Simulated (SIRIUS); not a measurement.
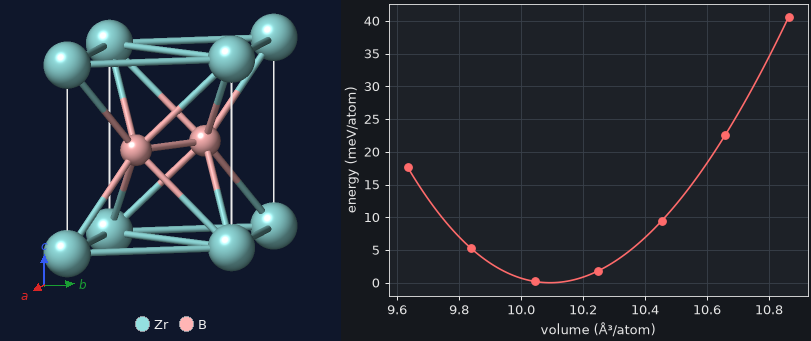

Plotted: energy against volume for ZrB₂, space group P6/mmm (No. 191). The conventional cell is drawn beside the plot.

Cell as given: a = 3.170 Å, b = 3.170 Å, c = 3.533 Å, α = 90.00°, β = 90.00°, γ = 120.00°; 3 atoms.

Method: plane-wave DFT, no spin polarisation; energies at scaled volumes of the given cell, shape and fractions fixed, counted from the fit's minimum, third-order Birch-Murnaghan fit (SIRIUS 7.12.0). Level: PBEsol.

| setting | value |
| --- | --- |
| k mesh | 10×10×8 |
| occupations | Fermi–Dirac |
| smearing width | 0.05 eV |
| potentials | dojo sr pbesol 0.4.1 standard |
| wave cutoff | 1054 eV |
| density cutoff | 4214 eV |

This calculation gives: equilibrium volume 10.09 Å³/atom and bulk modulus 250 GPa.

Now Zr is replaced by Ti on all its sites, which gives TiB₂ in the same structure. The second calculation uses wave cutoff 1151.586 eV. Predict the effect.

The equilibrium volume falls from 10.09 to 8.40 Å³/atom (−17 %) and the bulk modulus rises from 250 to 266 GPa (+6.4 %).

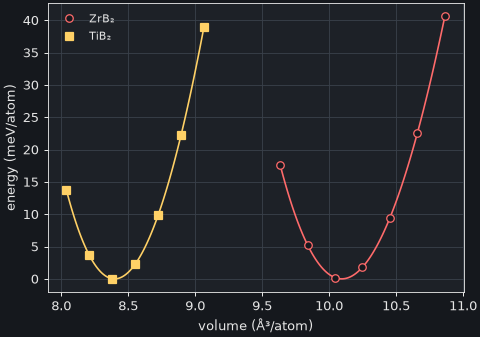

The two results together.

For both, limits of the calculation: shape and atomic fractions are frozen while scaling, which makes layered, chain and framework solids too stiff.

V0 and the bulk modulus come from third-order Birch–Murnaghan fits.
